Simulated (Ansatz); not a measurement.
## Geometry relaxation, with input and output: CdS (part 1 of 3)

The run: geometry relaxation of CdS (slab, 16 atoms in the cell). Method and program: DFT PBE+D3(BJ), scalar-relativistic, plane waves, PAW, no spin polarisation (Ansatz 0.2.0).

The structure derives from an entry of the Crystallography Open Database. The input holds or restrains some coordinates. Forces given for the steps count only the free coordinates. It belongs to a series of runs on one base structure; here: clean slab, lower planes held. Figures and captions count atoms from 1; the log counts them from 0 in places.

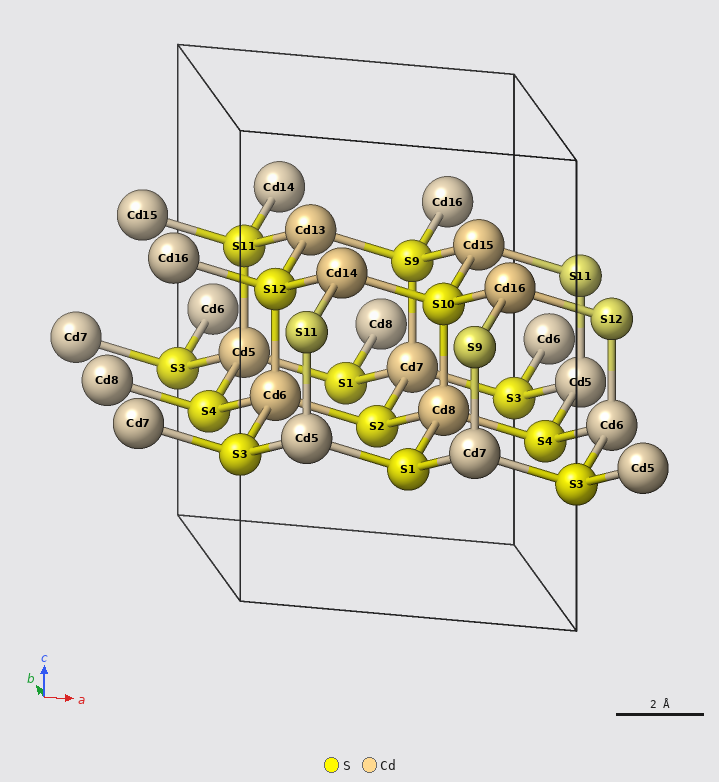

**Figure 1.** The structure as given in the input (ball-and-stick view of the cell of the calculation, with the vacuum cut short, seen slightly off an axis; neighbours outside the cell are drawn fainter; atoms are numbered from 1 in the order of the input). An atom can appear more than once, as a periodic image. Near neighbours in the periodic cell (some may lie outside the picture): S has 3 Cd at 2.53 Å; Cd has 4 S at 2.53 Å; S has 4 Cd at 2.53 Å; Cd has 3 S at 2.53 Å.

### The input
```yaml
crystal:
  lattice:
    - [8.2750818194, 0.0, 0.0]
    - [-4.1375409097, 7.166431074, 0.0]
    - [0.0, 0.0, 20.2228600078]
  atoms:
    - { symbol: S, position: [0.5, 0.0, 0.3955919191] }
    - { symbol: S, position: [0.5, 0.5, 0.3955919191] }
    - { symbol: S, position: [0.0, 0.0, 0.3955919191] }
    - { symbol: S, position: [0.0, 0.5, 0.3955919191] }
    - { symbol: Cd, position: [0.1666666667, 0.8333333333, 0.4373551515] }
    - { symbol: Cd, position: [0.1666666667, 0.3333333333, 0.4373551515] }
    - { symbol: Cd, position: [0.6666666667, 0.8333333333, 0.4373551515] }
    - { symbol: Cd, position: [0.6666666667, 0.3333333333, 0.4373551515] }
    - { symbol: S, position: [0.6666666667, 0.8333333333, 0.5626448485] }
    - { symbol: S, position: [0.6666666667, 0.3333333333, 0.5626448485] }
    - { symbol: S, position: [0.1666666667, 0.8333333333, 0.5626448485] }
    - { symbol: S, position: [0.1666666667, 0.3333333333, 0.5626448485] }
    - { symbol: Cd, position: [0.3333333333, 0.6666666667, 0.6044080809] }
    - { symbol: Cd, position: [0.3333333333, 0.1666666667, 0.6044080809] }
    - { symbol: Cd, position: [0.8333333333, 0.6666666667, 0.6044080809] }
    - { symbol: Cd, position: [0.8333333333, 0.1666666667, 0.6044080809] }
basis:
  ecutwfc: 420
kpoints:
  mp_grid: { grid: [2, 2, 1] }
hamiltonian:
  xc: pbe
  dispersion: d3bj
scf:
  occupations: { method: gaussian, width: 0.05 }
output:
  forces: true
  eigenvalues: true
  write_density: true
  write_potential: true
  elf: true
  volumetric_format: npy
relax:
  adjacent_minimum: "off"
  f_tol: 0.03
  max_steps: 70
  constraints: [{ sites: [0, 1, 2, 3, 4, 5, 6, 7] }]
efield:
  axis: 3
  dipole_correction: true
  ramp_width: 0.04
```

Run on 4 threads of Intel Xeon (Sapphire Rapids), 16 GiB of memory available, shared host.

Launched with:
```bash
ansatz run input.yaml --threads 4 --pin off --max-ram 12288MiB --backend cpu --events-out ev --progress --plain --runs-dir out
```

### Log
```
Engine: ansatz 0.2.0, x86_64-unknown-linux-gnu
Pseudopotentials: kind: paw
Pseudopotential: S, paw, valence charge 6, recommended cutoff 420 eV (normal), S.paw.azcp
Pseudopotential: Cd, paw, valence charge 20, recommended cutoff 420 eV (normal), Cd.paw.azcp
Functional definition: PBE
  parameter kappa = 0.804
  parameter beta = 0.06672455060314922
  exchange = pbe_x(kappa = kappa, mu = beta*pi^2/3)
  correlation = pbe_c(beta = beta)
Crystal: 16 atoms, lattice volume = 1199.272 Å³
Basis set: ecut = 420 eV, 23425 PW (Γ), exchange–correlation on 120×120×288 points (8 copies of the dense FFT grid, shifted against one another)
Bands: 125, of which v1, the nominal top of the filled ones, is band 104 counted from 1 (103 counted from 0)
Symmetry: 24 space group operations
Space group: P3m1 (ITA 156), of the structure as read, at distance tolerance 1.1e-4 Å
k-points: 2 of 4
Non-local potential: S, projectors of the file, l = 0: 2, l = 1: 2, l = 2: 2
Non-local potential: Cd, projectors of the file, l = 0: 3, l = 1: 2, l = 2: 2, l = 3: 1
PAW form: soft (Blöchl's): semilocal exchange-correlation on the pseudo side does not see the compensation charge
PAW one-centre angular grid: S, 110 points (default); XC on 64 Gauss nodes
PAW one-centre angular grid: Cd, 590 points (default); XC on 64 Gauss nodes
Initial density: superposition of atomic densities (neutral atoms: chi_scale 0, normalization atom), corrected by the library's trained network
Initial wavefunctions: pseudopotential atomic-orbital guess
Functional: x = pbe(κ = 0.804, μ = 0.2195149727645171), c = pbe(β = 0.06672455060314922)
SCF iter   1: F=—  HF=-73260.193062 eV  |F-HF|=—  |Δ(HF+E_count)|=         —  Δρ=2.33e-3  dr2=8.38e-1  ethr=1.77e-3  p=1.133 e·Å  D=1.71e-1 V/Å  ΔV_dip=-3.46 eV  dr2_dipole=3.36e-1  V_vac-E_F(+/−)=3.00/6.46 eV  ⟨swp⟩=7.5  Hψ=1072  notcnv=0  defer=18
efield: sawtooth ramp at fractional position 0.9800 (placed from the atoms, in the widest stretch of the axis that holds none; the zero of the levels goes with the place), width 0.0400; the density the first Hamiltonian is built on has a dipole p = 1.133 e·Å; the dipole correction subtracts the counter field D = 1.71e-1 V/Å, which shifts the + side's vacuum level by -3.46 eV against the − side's; the planar-averaged density in the ramp window peaks in size at 9.8e-6 e/Å³
preconditioner: auto → Resta (q_TF=auto, 2.037 Å⁻¹)  ε∞=2.6  [insulator: Δε(μ)=0.210 eV  Ē_g=10.334 eV  σ=0.050 eV  W_gap=1.00  n_scr=174 (ndim 8)  ℏωp=12.9 eV  f_vac=0.631  D(μ)=0.19/eV (n_scr^D=0)  ε∞_Penn≈2.6  vacuum switching on, ρ_ref=7.7e-3 e/Å³]
SCF iter   2: F=—  HF=-73260.794681 eV  |F-HF|=—  |Δ(HF+E_count)|=   6.02e-1  Δρ=8.18e-3  dr2=1.13e1  ethr=4.03e-4  p=1.588 e·Å  D=2.40e-1 V/Å  ΔV_dip=-4.85 eV  dr2_dipole=4.72e0  V_vac-E_F(+/−)=2.08/6.93 eV  ⟨swp⟩=3.0  Hψ=346  notcnv=0  defer=29  recentre
preconditioner: auto → LDOS  [insulator: Δε(μ)=0.063 eV  Ē_g=10.017 eV  σ=0.050 eV  W_gap=0.62  n_scr=174 (ndim 8)  ℏωp=12.9 eV  f_vac=0.631  D(μ)=27.21/eV (n_scr^D=174)  ε∞_Penn≈2.6  β→1.0]
SCF iter   3: F=—  HF=-73260.137008 eV  |F-HF|=—  |Δ(HF+E_count)|=   6.58e-1  Δρ=1.40e-3  dr2=2.70e-1  ethr=4.03e-4  p=1.198 e·Å  D=1.81e-1 V/Å  ΔV_dip=-3.66 eV  dr2_dipole=1.04e-1  V_vac-E_F(+/−)=2.84/6.50 eV  ⟨swp⟩=2.5  Hψ=334  notcnv=0  defer=31
SCF iter   4: F=—  HF=-73260.120632 eV  |F-HF|=—  |Δ(HF+E_count)|=   1.64e-2  Δρ=9.13e-4  dr2=3.31e-2  ethr=1.30e-4  p=1.273 e·Å  D=1.92e-1 V/Å  ΔV_dip=-3.89 eV  dr2_dipole=6.05e-3  V_vac-E_F(+/−)=2.64/6.52 eV  ⟨swp⟩=2.0  Hψ=249  notcnv=0  defer=32
SCF iter   5: F=—  HF=-73260.119960 eV  |F-HF|=—  |Δ(HF+E_count)|=   6.72e-4  Δρ=6.63e-4  dr2=2.64e-2  ethr=1.59e-5  p=1.279 e·Å  D=1.93e-1 V/Å  ΔV_dip=-3.90 eV  dr2_dipole=6.38e-3  V_vac-E_F(+/−)=2.63/6.53 eV  ⟨swp⟩=2.0  Hψ=298  notcnv=0  defer=26
SCF iter   6: F=—  HF=-73260.118709 eV  |F-HF|=—  |Δ(HF+E_count)|=   1.25e-3  Δρ=2.08e-4  dr2=5.22e-3  ethr=1.27e-5  p=1.267 e·Å  D=1.91e-1 V/Å  ΔV_dip=-3.87 eV  dr2_dipole=2.12e-3  V_vac-E_F(+/−)=2.67/6.53 eV  ⟨swp⟩=2.0  Hψ=250  notcnv=0  defer=26
SCF iter   7: F=—  HF=-73260.119379 eV  |F-HF|=—  |Δ(HF+E_count)|=   6.70e-4  Δρ=7.25e-5  dr2=3.41e-4  ethr=2.51e-6  p=1.277 e·Å  D=1.93e-1 V/Å  ΔV_dip=-3.90 eV  dr2_dipole=1.32e-4  V_vac-E_F(+/−)=2.64/6.53 eV  ⟨swp⟩=1.0  Hψ=224  notcnv=0  defer=26
SCF iter   8: F=—  HF=-73260.119372 eV  |F-HF|=—  |Δ(HF+E_count)|=   6.79e-6  Δρ=6.33e-5  dr2=2.35e-4  ethr=1.64e-7  p=1.281 e·Å  D=1.93e-1 V/Å  ΔV_dip=-3.91 eV  dr2_dipole=8.17e-5  V_vac-E_F(+/−)=2.63/6.53 eV  ⟨swp⟩=1.5  Hψ=244  notcnv=0  defer=26
SCF iter   9: F=-73260.119341 eV  HF=-73260.119357 eV  |F-HF|=1.63e-5  |Δ(HF+E_count)|=   1.53e-5  Δρ=1.10e-5  dr2=1.31e-5  ethr=1.08e-8  p=1.283 e·Å  D=1.94e-1 V/Å  ΔV_dip=-3.92 eV  dr2_dipole=4.14e-6  V_vac-E_F(+/−)=2.62/6.53 eV  ⟨swp⟩=27.0  Hψ=2502  notcnv=0
SCF 1 converged in 9 iterations: F = -73260.119341 eV  dr2 = 1.31e-5
  greatest PAW one-centre occupation: 1.000 electrons in one spin orbital (limit 2), on the Cd atom at site 7 (counted from 0), in its partial waves of l = 0
relax step   1: F+E_penalty+E_count = -73260.11934063 eV  Δ(F+E_penalty+E_count) = +0.000e0 eV  max|allowed force component| = 1.340e0 eV/Å  Δτ_max = 0.0000 Å  (9 SCF iters, dr2 threshold 2.25e-5 eV, accepted)
Initial density: handed on by an earlier stage of this run
Initial wavefunctions: those handed on with the density
iter 1 solved again at ethr=6.33e-5 eV; its pass at ethr=3.10e-3 eV (dr2=1.32e-1 eV) is discarded
SCF iter   1: F=—  HF=-73260.866597 eV  |F-HF|=—  |Δ(HF+E_count)|=         —  Δρ=2.59e-3  dr2=1.32e-1  ethr=6.33e-5  p=1.283 e·Å  D=1.94e-1 V/Å  ΔV_dip=-3.92 eV  dr2_dipole=1.40e-4  V_vac-E_F(+/−)=2.63/6.54 eV  ⟨swp⟩=2.0  Hψ=906  notcnv=0  defer=29
efield: sawtooth ramp at fractional position 0.9800 (handed on by an earlier solve), width 0.0400; the density the first Hamiltonian is built on has a dipole p = 1.283 e·Å; the dipole correction subtracts the counter field D = 1.94e-1 V/Å, which shifts the + side's vacuum level by -3.92 eV against the − side's; the planar-averaged density in the ramp window peaks in size at 6.6e-7 e/Å³
preconditioner: auto → LDOS  [insulator: Δε(μ)=0.649 eV  Ē_g=10.292 eV  σ=0.050 eV  W_gap=0.66  n_scr=174 (ndim 8)  ℏωp=12.9 eV  f_vac=0.636  D(μ)=15.42/eV (n_scr^D=68)  ε∞_Penn≈2.6  β→1.0]
SCF iter   2: F=—  HF=-73260.851604 eV  |F-HF|=—  |Δ(HF+E_count)|=   1.50e-2  Δρ=1.62e-3  dr2=8.90e-2  ethr=6.33e-5  p=1.286 e·Å  D=1.94e-1 V/Å  ΔV_dip=-3.92 eV  dr2_dipole=2.09e-3  V_vac-E_F(+/−)=2.66/6.58 eV  ⟨swp⟩=2.5  Hψ=381  notcnv=0  defer=29
SCF iter   3: F=—  HF=-73260.839592 eV  |F-HF|=—  |Δ(HF+E_count)|=   1.20e-2  Δρ=6.62e-4  dr2=1.41e-2  ethr=4.28e-5  p=1.289 e·Å  D=1.94e-1 V/Å  ΔV_dip=-3.93 eV  dr2_dipole=1.08e-6  V_vac-E_F(+/−)=2.63/6.57 eV  ⟨swp⟩=2.0  Hψ=391  notcnv=0  defer=29
SCF iter   4: F=—  HF=-73260.836624 eV  |F-HF|=—  |Δ(HF+E_count)|=   2.97e-3  Δρ=1.62e-4  dr2=6.28e-4  ethr=6.76e-6  p=1.288 e·Å  D=1.94e-1 V/Å  ΔV_dip=-3.93 eV  dr2_dipole=4.33e-8  V_vac-E_F(+/−)=2.64/6.57 eV  ⟨swp⟩=2.0  Hψ=398  notcnv=0  defer=29
SCF iter   5: F=-73260.836521 eV  HF=-73260.836568 eV  |F-HF|=4.65e-5  |Δ(HF+E_count)|=   5.61e-5  Δρ=6.73e-5  dr2=6.84e-5  ethr=4.81e-8  p=1.287 e·Å  D=1.94e-1 V/Å  ΔV_dip=-3.93 eV  dr2_dipole=9.08e-6  V_vac-E_F(+/−)=2.65/6.57 eV  ⟨swp⟩=21.5  Hψ=2769  notcnv=0
SCF 2 converged in 5 iterations: F = -73260.836521 eV  dr2 = 6.84e-5
[... from here on the iterations of each SCF are left out, up to the last one ...]
relax step   2: F+E_penalty+E_count = -73260.83652135 eV  Δ(F+E_penalty+E_count) = -7.172e-1 eV  max|allowed force component| = 6.451e-1 eV/Å  Δτ_max = 0.1233 Å  (5 SCF iters, dr2 threshold 1.00e-4 eV, accepted)
efield: sawtooth ramp at fractional position 0.9800 (handed on by an earlier solve), width 0.0400; the density the first Hamiltonian is built on has a dipole p = 1.287 e·Å; the dipole correction subtracts the counter field D = 1.94e-1 V/Å, which shifts the + side's vacuum level by -3.93 eV against the − side's; the planar-averaged density in the ramp window peaks in size at 4.8e-7 e/Å³
preconditioner: auto → LDOS  [insulator: Δε(μ)=0.950 eV  Ē_g=10.373 eV  σ=0.050 eV  W_gap=0.50  n_scr=174 (ndim 8)  ℏωp=12.9 eV  f_vac=0.639  D(μ)=11.31/eV (n_scr^D=50)  ε∞_Penn≈2.5  β→1.0]
preconditioner: auto → Resta (q_TF=auto, 2.037 Å⁻¹)  ε∞=2.4  [insulator: Δε(μ)=0.440 eV  Ē_g=10.691 eV  σ=0.050 eV  W_gap=1.00  n_scr=174 (ndim 8)  ℏωp=12.9 eV  f_vac=0.638  D(μ)=0.00/eV (n_scr^D=0)  ε∞_Penn≈2.4  vacuum switching on, ρ_ref=8.3e-3 e/Å³  β→0.5]
SCF 3 converged in 9 iterations: F = -73261.143636 eV  dr2 = 6.47e-6
relax step   3: F+E_penalty+E_count = -73261.14363593 eV  Δ(F+E_penalty+E_count) = -3.071e-1 eV  max|allowed force component| = 1.551e-1 eV/Å  Δτ_max = 0.1479 Å  (9 SCF iters, dr2 threshold 2.60e-5 eV, accepted)
efield: sawtooth ramp at fractional position 0.9800 (handed on by an earlier solve), width 0.0400; the density the first Hamiltonian is built on has a dipole p = 1.188 e·Å; the dipole correction subtracts the counter field D = 1.79e-1 V/Å, which shifts the + side's vacuum level by -3.62 eV against the − side's; the planar-averaged density in the ramp window peaks in size at 2.7e-7 e/Å³
preconditioner: auto → LDOS  [insulator: Δε(μ)=1.330 eV  Ē_g=10.528 eV  σ=0.050 eV  W_gap=0.63  n_scr=174 (ndim 8)  ℏωp=12.9 eV  f_vac=0.646  D(μ)=15.22/eV (n_scr^D=50)  ε∞_Penn≈2.5  β→1.0]
SCF 4 converged in 7 iterations: F = -73261.236092 eV  dr2 = 7.76e-7
relax step   4: F+E_penalty+E_count = -73261.23609249 eV  Δ(F+E_penalty+E_count) = -9.246e-2 eV  max|allowed force component| = 1.154e-1 eV/Å  Δτ_max = 0.1871 Å  (7 SCF iters, dr2 threshold 1.50e-6 eV, accepted)
efield: sawtooth ramp at fractional position 0.9800 (handed on by an earlier solve), width 0.0400; the density the first Hamiltonian is built on has a dipole p = 1.087 e·Å; the dipole correction subtracts the counter field D = 1.64e-1 V/Å, which shifts the + side's vacuum level by -3.32 eV against the − side's; the planar-averaged density in the ramp window peaks in size at 1.7e-7 e/Å³
preconditioner: auto → LDOS  [insulator: Δε(μ)=1.473 eV  Ē_g=10.626 eV  σ=0.050 eV  W_gap=0.54  n_scr=174 (ndim 8)  ℏωp=12.9 eV  f_vac=0.651  D(μ)=14.95/eV (n_scr^D=50)  ε∞_Penn≈2.5  β→1.0]
SCF 5 converged in 9 iterations: F = -73261.413359 eV  dr2 = 7.60e-9
relax step   5: F+E_penalty+E_count = -73261.41335858 eV  Δ(F+E_penalty+E_count) = -1.773e-1 eV  max|allowed force component| = 2.667e-1 eV/Å  Δτ_max = 0.1950 Å  (9 SCF iters, accepted)
efield: sawtooth ramp at fractional position 0.9800 (handed on by an earlier solve), width 0.0400; the density the first Hamiltonian is built on has a dipole p = 0.930 e·Å; the dipole correction subtracts the counter field D = 1.40e-1 V/Å, which shifts the + side's vacuum level by -2.84 eV against the − side's; the planar-averaged density in the ramp window peaks in size at 8.1e-8 e/Å³
preconditioner: auto → LDOS  [insulator: Δε(μ)=0.161 eV  Ē_g=10.684 eV  σ=0.050 eV  W_gap=0.98  n_scr=174 (ndim 8)  ℏωp=12.9 eV  f_vac=0.654  D(μ)=1.19/eV (n_scr^D=2)  ε∞_Penn≈2.5  β→1.0]
preconditioner: auto → Resta (q_TF=auto, 2.037 Å⁻¹)  ε∞=2.4  [insulator: Δε(μ)=0.637 eV  Ē_g=10.897 eV  σ=0.050 eV  W_gap=1.00  n_scr=174 (ndim 8)  ℏωp=12.9 eV  f_vac=0.653  D(μ)=0.00/eV (n_scr^D=0)  ε∞_Penn≈2.4  vacuum switching on, ρ_ref=8.6e-3 e/Å³  β→0.5]
SCF 6 converged in 6 iterations: F = -73261.720865 eV  dr2 = 1.22e-5
```
